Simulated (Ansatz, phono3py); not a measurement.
# Heat carried by phonons in KI (Fm-3m)

Aim: the lattice thermal conductivity of KI against temperature, and which phonons carry it.

Measurements to reproduce:
- thermal conductivity 2.6 W/m/K near room temperature (given in “Combining the AFLOW GIBBS and Elastic Libraries to efficiently and robustly screen thermo-mechanical properties of solids”, 2017, arXiv:1611.05714)
- thermal conductivity 2.6 W/m/K near room temperature (given in “Predicting the lattice thermal conductivity of solids by solving the Boltzmann transport equation: AFLOW - AAPL an automated, accurate and efficient framework”, 2017, arXiv:1611.05481)

Program: Ansatz 0.2.0. Level of theory: DFT LDA, scalar-relativistic, plane waves, PAW. Results are calculated unless marked as measured.

**1. The starting structure**

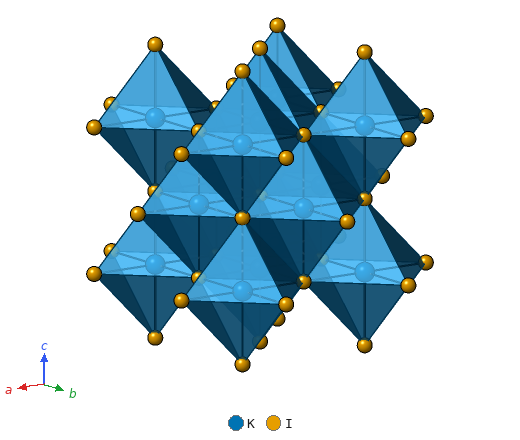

Start, viewed from a free direction; potassium blue, iodine orange. This picture shows the conventional cell, with its axes. Some periodic images of atoms are drawn too.

**2. Probe on a coarse mesh**

A cheap single point shows whether the cell is a metal or an insulator and how far it is from rest; that sets the k-mesh and the occupations of what follows.

File input.yaml:

```yaml
crystal:
  lattice:
    - [0.0, 3.532775, 3.532775]
    - [3.532775, 0.0, 3.532775]
    - [3.532775, 3.532775, 0.0]
  atoms:
    - { symbol: K, position: [0.0, 0.0, 0.0] }
    - { symbol: I, position: [0.5, 0.5, 0.5] }
kpoints:
  mp_grid: { grid: [4, 4, 4] }
hamiltonian:
  xc: lda
scf:
  occupations: { method: gaussian, width: 0.1 }
output:
  forces: true
  stress: true
  eigenvalues: true
```

Run with:

```
ansatz run input.yaml --threads 4 --pin off --max-ram 16384MiB --backend cpu --events-out ev --progress --plain --runs-dir out
```

Numbers of over 12 decimals in the logs are rounded to 6 here.

The program printed:

```text
Engine: ansatz 0.2.0, aarch64-unknown-linux-gnu
Pseudopotentials: kind: paw
Pseudopotential: K, paw, valence charge 9, recommended cutoff 420 eV (normal), K.paw.azcp
Pseudopotential: I, paw, valence charge 17, recommended cutoff 420 eV (normal), I.paw.azcp
Functional definition: SPW92
  exchange = slater_x
  correlation = pw_c
Crystal: 2 atoms, lattice volume = 88.182 Å³
Basis set: ecut = 420 eV, 1759 PW (Γ)
Bands: 17, of which v1, the nominal top of the filled ones, is band 13 counted from 1 (12 counted from 0)
Symmetry: 48 space group operations
Space group: Fm-3m (ITA 225), of the structure as read, at distance tolerance 4.5e-5 Å
k-points: 8 of 64
Non-local potential: K, projectors of the file, l = 0: 3, l = 1: 2, l = 2: 2
Non-local potential: I, projectors of the file, l = 0: 2, l = 1: 2, l = 2: 2, l = 3: 2
PAW form: soft (Blöchl's): semilocal exchange-correlation on the pseudo side does not see the compensation charge
PAW frozen core: K, regenerated for the run's functional, and the local potential with it (the file was generated under x = pbe(κ = 0.804, μ = 0.219515), c = pbe(β = 0.066725))
PAW frozen core: I, regenerated for the run's functional, and the local potential with it (the file was generated under x = pbe(κ = 0.804, μ = 0.219515), c = pbe(β = 0.066725))
PAW one-centre angular grid: K, 110 points (default); XC on 64 Gauss nodes
PAW one-centre angular grid: I, 590 points (default); XC on 64 Gauss nodes
Initial density: superposition of atomic densities (neutral atoms: chi_scale 0, normalization atom), corrected by the library's trained network
Initial wavefunctions: pseudopotential atomic-orbital guess
Functional: x = slater, c = lda
SCF iter   1: F=—  HF=-8855.058116 eV  |F-HF|=—  |Δ(HF+E_count)|=         —  Δρ=4.31e-3  dr2=7.36e-3  ethr=1.77e-3  ⟨swp⟩=6.4  Hψ=763  notcnv=0
preconditioner: auto → none  [insulator: Δε(μ)=3.589 eV  Ē_g=13.460 eV  σ=0.100 eV  W_gap=1.00  n_scr=14 (ndim 8)  ℏωp=14.8 eV  f_vac=0.139  D(μ)=0.00/eV (n_scr^D=0)  ε∞_Penn≈2.2]
SCF iter   2: F=—  HF=-8855.055429 eV  |F-HF|=—  |Δ(HF+E_count)|=   2.69e-3  Δρ=2.15e-3  dr2=1.72e-3  ethr=2.83e-5  ⟨swp⟩=2.0  Hψ=243  notcnv=0
SCF iter   3: F=—  HF=-8855.055400 eV  |F-HF|=—  |Δ(HF+E_count)|=   2.95e-5  Δρ=6.36e-4  dr2=6.39e-4  ethr=6.60e-6  ⟨swp⟩=2.0  Hψ=240  notcnv=0
SCF iter   4: F=—  HF=-8855.055102 eV  |F-HF|=—  |Δ(HF+E_count)|=   2.97e-4  Δρ=1.40e-4  dr2=2.32e-5  ethr=2.46e-6  ⟨swp⟩=3.0  Hψ=240  notcnv=0
SCF iter   5: F=—  HF=-8855.055087 eV  |F-HF|=—  |Δ(HF+E_count)|=   1.49e-5  Δρ=2.57e-5  dr2=7.37e-7  ethr=8.94e-8  ⟨swp⟩=2.0  Hψ=240  notcnv=0
SCF iter   6: F=-8855.055087 eV  HF=-8855.055087 eV  |F-HF|=4.19e-9  |Δ(HF+E_count)|=   3.67e-7  Δρ=4.17e-6  dr2=8.36e-9  ethr=3.85e-10  ⟨swp⟩=7.2  Hψ=690  notcnv=0
SCF 1 converged in 6 iterations: F = -8855.055087 eV  dr2 = 8.36e-9
  greatest PAW one-centre occupation: 1.000 electrons in one spin orbital (limit 2), on the I atom at site 1 (counted from 0), in its partial waves of l = 2
SCF converged after 6 iterations
Free energy (F): -8855.055087 eV
Harris-Foulkes:  -8855.055087 eV  (|F-HF|=4.19e-9)
Internal energy: -8855.055087 eV  (E = F + TS)
E sigma→0 (E₀):  -8855.055087 eV
Fermi energy:    3.803860 eV
--- Per-component energies (eV) ---
  E_band       = -527.480400
  E_kinetic    = 443.126764
  E_local      = -2837.770020  (includes V_loc(G=0)·N_el)
  E_nonlocal   = -69.792785
  E_hartree    = 1340.208690
  E_xc         = -260.082891
  E_vxc        = -291.967389  (∫ρ·V_xc dr)
  E_paw        = -5403.351261  (= ΣΔE_a)
  E_vpaw       = -451.491451  (= ΣTr[D̂ρ^β])
  E_aug_tail   = 0.000059  (compensation charges beyond the density's cutoff)
  E_ewald      = -2068.432357
  E_core_change = 1.038715  (= ΣΔE_core)
  E_smearing   = -0.000000  (= −TS)
  E_closure    = 0.000000  (closes the sum)
  Σ components = -8855.055087   (vs F -8855.055087, Δ=0.00e0)
--- Forces (eV/Å), atoms counted from 1 ---
  atom   1  K     -0.00000000     0.00000000    -0.00000000
  atom   2  I      0.00000000    -0.00000000     0.00000000
  max |Σ_I F_I| component: 5.23e-29 eV/Å
--- Stress (GPa, compression-positive) ---
       -1.306057      -0.000000       0.000000
       -0.000000      -1.306057       0.000000
        0.000000       0.000000      -1.306057
  P = ⅓ Tr σ = -1.3061 GPa (-13.061 kbar)
--- Band table (eV; the first three rows and the last of 8) ---
  k-point 0: bands = [... 9 lower, -8.6159, 1.9998, 1.9998, 1.9998, 5.6049, 8.3004, 8.3004, 8.3004]
  k-point 1: bands = [... 9 lower, -8.4586, 1.1936, 1.8150, 1.8150, 6.7450, 8.3421, 8.9143, 8.9143]
  k-point 2: bands = [... 9 lower, -8.3140, 0.6162, 1.6482, 1.6482, 7.2494, 9.4415, 9.9806, 9.9806]
  k-point 7: bands = [... 9 lower, -8.4050, 1.2421, 1.2421, 1.3710, 8.2401, 8.2401, 8.3955, 9.9118]
```

Run time: 1 s. Hardware: 4 threads of Arm Neoverse V1, shared host; peak memory 0.31 GiB.

Reading the cycles: dr2 is the Hartree energy of the density residual (eV), the measure of convergence; HF is the Harris–Foulkes estimate of the energy, which meets the free energy F at convergence.

A gap read on the k-mesh alone can miss the band edges.

Numbers from this step:

* pressure: -1.306 GPa
* gap on the k-mesh: 3.605 eV
* volume per atom: 44.09 Å³

The start is under -1.3 GPa at this level and looks like an insulator or semiconductor on this mesh.

**3. Finding the static equilibrium**

The vibrations must be taken about the equilibrium of this functional, not about the starting cell, so the structure is relaxed.

input.yaml, the sections that differ from step 2:

```yaml
kpoints:
  mp_grid: { grid: [6, 6, 6] }
scf:
  occupations: { method: gaussian, width: 0.02 }
output:
  forces: true
  stress: true
  eigenvalues: true
  write_density: true
  write_potential: true
  elf: true
  volumetric_format: npy
relax:
  adjacent_minimum: "off"
  f_tol: 0.005
  max_steps: 80
  cell: { stress_tol: 0.05 }
# crystal, hamiltonian: as in step 2
```

The program printed:

```text
[...]
Crystal: 2 atoms, lattice volume = 88.182 Å³
Basis set: ecut = 420 eV, 1759 PW (Γ)
Bands: 17, of which v1, the nominal top of the filled ones, is band 13 counted from 1 (12 counted from 0)
Symmetry: 48 space group operations
[...]
k-points: 16 of 216
[...]
SCF iter   1: F=—  HF=-8855.059262 eV  |F-HF|=—  |Δ(HF+E_count)|=         —  Δρ=4.31e-3  dr2=7.75e-3  ethr=1.77e-3  ⟨swp⟩=6.9  Hψ=1633  notcnv=0
[...]
SCF iter   6: F=-8855.056220 eV  HF=-8855.056220 eV  |F-HF|=1.46e-10  |Δ(HF+E_count)|=   1.33e-7  Δρ=2.18e-6  dr2=1.11e-9  ethr=3.85e-10  ⟨swp⟩=10.5  Hψ=2044  notcnv=0
SCF 1 converged in 6 iterations: F = -8855.056220 eV  dr2 = 1.11e-9
[...]
relax step   1: F+E_penalty+E_count = -8855.05622008 eV  Δ(F+E_penalty+E_count) = +0.000e0 eV  max|allowed force component| = 4.247e-29 eV/Å  Δτ_max = 0.0000 Å  P = -1.314 GPa  Ω = 88.182 Å³  (6 SCF iters, dr2 threshold 1.00e-7 eV, accepted)
Crystal: 2 atoms, lattice volume = 84.449 Å³
Basis set: ecut = 420 eV, 1639 PW (Γ)
[...]
iter 1 solved again at ethr=1.13e-5 eV; its pass at ethr=3.10e-3 eV (dr2=2.94e-3 eV) is discarded
[...]
SCF iter   5: F=-8855.082313 eV  HF=-8855.082313 eV  |F-HF|=2.07e-8  |Δ(HF+E_count)|=   5.87e-7  Δρ=8.23e-6  dr2=5.23e-8  ethr=7.69e-10  ⟨swp⟩=8.8  Hψ=2104  notcnv=0
SCF 2 converged in 5 iterations: F = -8855.082313 eV  dr2 = 5.23e-8
relax step   2: F+E_penalty+E_count = -8855.08231257 eV  Δ(F+E_penalty+E_count) = -2.609e-2 eV  max|allowed force component| = 9.466e-30 eV/Å  Δτ_max = 0.0000 Å  P = -0.873 GPa  Ω = 84.449 Å³  energy of the carried Pulay correction = +3.668e-4 eV  (5 SCF iters, dr2 threshold 2.00e-7 eV, accepted)
Crystal: 2 atoms, lattice volume = 77.921 Å³
Basis set: ecut = 420 eV, 1471 PW (Γ)
[...]
SCF iter   5: F=-8855.097018 eV  HF=-8855.097018 eV  |F-HF|=4.22e-8  |Δ(HF+E_count)|=   1.60e-6  Δρ=1.40e-5  dr2=1.40e-7  ethr=7.69e-10  ⟨swp⟩=9.3  Hψ=2199  notcnv=0
SCF 3 converged in 5 iterations: F = -8855.097018 eV  dr2 = 1.40e-7
relax step   3: F+E_penalty+E_count = -8855.09701786 eV  Δ(F+E_penalty+E_count) = -1.471e-2 eV  max|allowed force component| = 7.757e-29 eV/Å  Δτ_max = 0.0000 Å  P = +0.279 GPa  Ω = 77.921 Å³  energy of the carried Pulay correction = +1.048e-3 eV  (5 SCF iters, dr2 threshold 2.00e-7 eV, accepted)
[...]
relax step   4: F+E_penalty+E_count = -8855.09796327 eV  Δ(F+E_penalty+E_count) = -9.454e-4 eV  max|allowed force component| = 1.657e-29 eV/Å  Δτ_max = 0.0000 Å  P = -0.035 GPa  Ω = 79.408 Å³  energy of the carried Pulay correction = +8.882e-4 eV  (5 SCF iters, dr2 threshold 1.95e-7 eV, accepted)
[...]
SCF iter   5: F=-8855.097118 eV  HF=-8855.097118 eV  |F-HF|=5.46e-12  |Δ(HF+E_count)|=  8.91e-11  Δρ=1.19e-7  dr2=5.10e-12  ethr=1.00e-12  ⟨swp⟩=5.2  Hψ=1506  notcnv=0
SCF 5 converged in 5 iterations: F = -8855.097118 eV  dr2 = 5.10e-12
relax step   5: F+E_penalty+E_count = -8855.09711844 eV  Δ(F+E_penalty+E_count) = +8.448e-4 eV  max|allowed force component| = 2.409e-29 eV/Å  Δτ_max = 0.0000 Å  P = -0.038 GPa  Ω = 79.408 Å³  stress off target by 3.84e-2 GPa  SCF on the basis re-selected at this cell (its energy is not comparable with the rows above)  (5 SCF iters)
basis re-selected at this cell: Δ(F+E_penalty+E_count) = +8.448e-4 eV, ΔP = -0.003 GPa vs the last step (what re-selecting the basis moved, of the pressure what is left beyond the Pulay correction that the steps carried, after the strain that the cell walked since its last selection, with what the two solves' SCF thresholds leave and, on support functions, any second-order correction that the steps lacked; it is no m [...]
SCF converged after 5 iterations
Free energy (F): -8855.097118 eV
[...]
Internal energy: -8855.097118 eV  (E = F + TS)
E sigma→0 (E₀):  -8855.097118 eV
Fermi energy:    4.810176 eV
[...]
--- Stress (GPa, compression-positive) ---
       -0.038388       0.000000       0.000000
       -0.000000      -0.038388      -0.000000
       -0.000000      -0.000000      -0.038388
  P = ⅓ Tr σ = -0.0384 GPa (-0.384 kbar)
--- Band table (eV; the first three rows and the last of 16) ---
  k-point 0: bands = [... 9 lower, -7.9116, 2.8787, 2.8787, 2.8787, 6.7415, 9.1180, 9.1180, 9.1180]
  k-point 1: bands = [... 9 lower, -7.7683, 2.3414, 2.7541, 2.7541, 7.4447, 9.0654, 9.4424, 9.4424]
  k-point 2: bands = [... 9 lower, -7.5280, 1.5541, 2.5282, 2.5282, 8.1001, 9.9320, 10.2473, 10.2473]
  k-point 15: bands = [... 9 lower, -7.6210, 1.8190, 2.1883, 2.1888, 8.2396, 9.3052, 10.2348, 11.3240]
--- Relaxed structure (4 steps of the walk, 4 accepted, 1 SCFs on fresh bases) ---
  F+E_penalty+E_count = -8855.09711844 eV   max|allowed force component| = 2.409e-29 eV/Å   (the final SCF, on the basis selected at the relaxed cell)
  cell:  # Å, volume = 79.4081 Å³
    - [0, 3.411496, 3.411496]
    - [3.411496, 0, 3.411496]
    - [3.411496, 3.411496, 0]
  atoms:
    - { symbol: K, position: [0, 0, 0] }
    - { symbol: I, position: [0.5, 0.5, 0.5] }
```

Elapsed: 3.1 s, on 4 threads; peak memory 0.35 GiB.

Relaxation path:

| step | energy less that of the first step (eV) | largest force component (eV/Å) | pressure (GPa) | volume (Å³) |
| --- | --- | --- | --- | --- |
| 1 | 0.0000 | 0.0000 | -1.31 | 88.18 |
| 2 | -0.0261 | 0.0000 | -0.87 | 84.45 |
| 3 | -0.0408 | 0.0000 | 0.28 | 77.92 |
| 4 | -0.0417 | 0.0000 | -0.04 | 79.41 |
| 5* | -0.0409 | 0.0000 | -0.04 | 79.41 |

Relaxation steps marked * repeat the geometry before them on a plane-wave basis chosen anew for their cell, so energy and pressure can jump there.

Forces are held to the 48 operations that the run works with; a distortion that breaks them can't arise in this run.

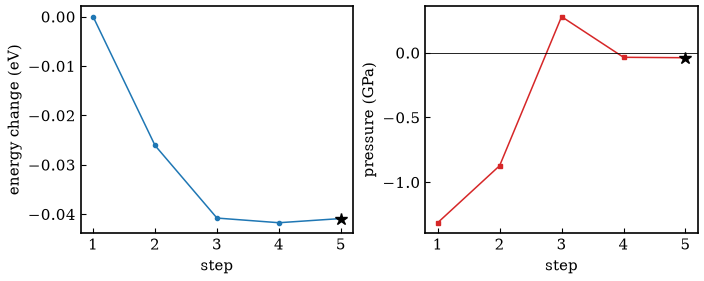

Energy and pressure along the relaxation. Stars mark steps on a basis chosen anew.

| conventional cell, symmetrised | before | after | change |
| --- | --- | --- | --- |
| a (Å) | 7.066 | 6.823 | -3.4 % |
| b (Å) | 7.066 | 6.823 | -3.4 % |
| c (Å) | 7.066 | 6.823 | -3.4 % |
| volume (Å³/atom) | 44.09 | 39.70 | -9.9 % |

Final coordinates:

```cif
data_structure
_symmetry_space_group_name_H-M 'P 1'
_symmetry_Int_Tables_number 1
_cell_length_a 4.8246
_cell_length_b 4.8246
_cell_length_c 4.8246
_cell_angle_alpha 60.000
_cell_angle_beta 60.000
_cell_angle_gamma 60.000
_cell_volume 79.41
loop_
_atom_site_label
_atom_site_type_symbol
_atom_site_fract_x
_atom_site_fract_y
_atom_site_fract_z
_atom_site_occupancy
K1 K 0.00000 0.00000 0.00000 1
I2 I 0.50000 0.50000 0.50000 1
```

Numbers from this step:

```yaml
pressure: -0.03839 GPa
gap_on_the_k_mesh: 3.863 eV
volume_per_atom: 39.70 Å³
```

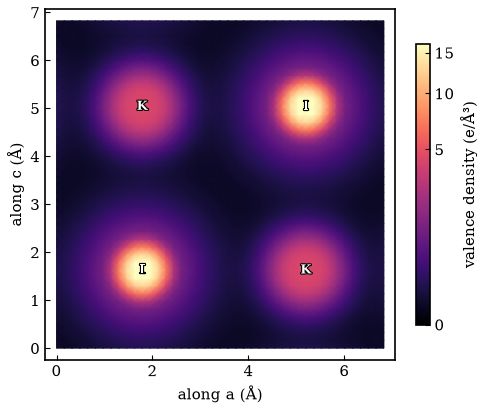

Valence density in the ac plane of the conventional cell at fractional y = 0.000, with atoms of K and I within 0.2 Å of it. It is the smooth field of the valence electrons, not physical close to the nuclei. The map starts off the cell's origin, so that atoms lie inside it. The colour scale is stretched toward low values.

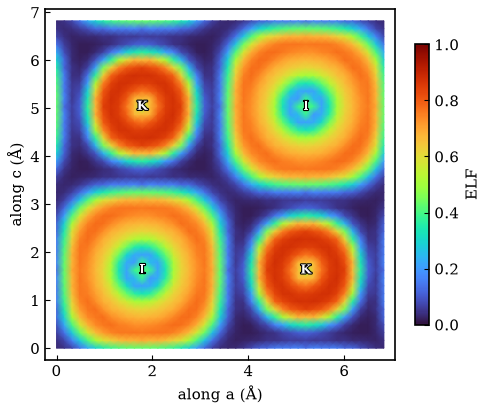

ELF in the ac plane of the conventional cell at fractional y = 0.000, with atoms of K and I within 0.2 Å of it. It is the smooth field of the valence electrons, not physical close to the nuclei. The map starts off the cell's origin, so that atoms lie inside it.

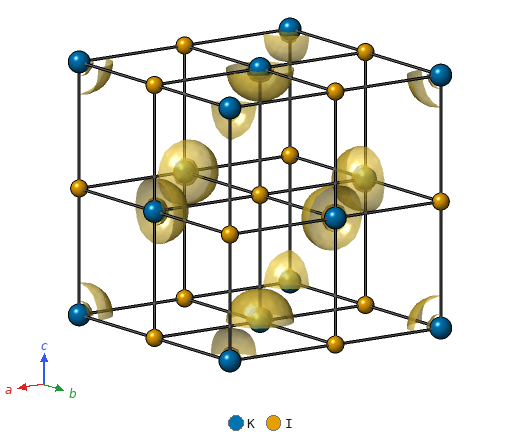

Surface of ELF = 0.8.

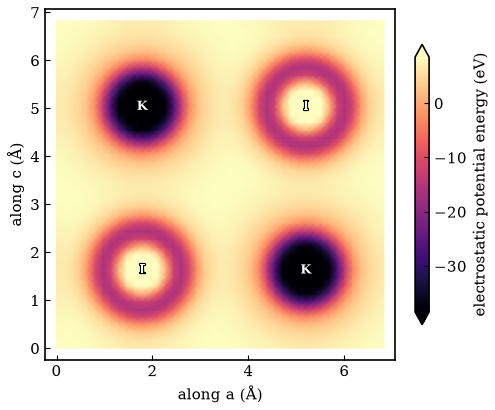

Electrostatic potential energy in the ac plane of the conventional cell at fractional y = 0.000, with atoms of K and I within 0.2 Å of it. With pseudopotentials it is smooth inside the atoms' cores, unlike the true potential. The map starts off the cell's origin, so that atoms lie inside it.

The relaxation ends with a pressure of -0.04 GPa.

[end of part 1 of 4]

[Logs are printed without paths, hosts, clocks, repeated set-up lines and the standing remarks that a program may print on its own settings, such as how far it seeks lower states.]

[Hosts, paths, dates, database ids (printed as entryN), source tags and the programs' standing remarks are cut or masked in the printed files.]

[A step with changed settings may run another functional than the one named; its input shows which.]
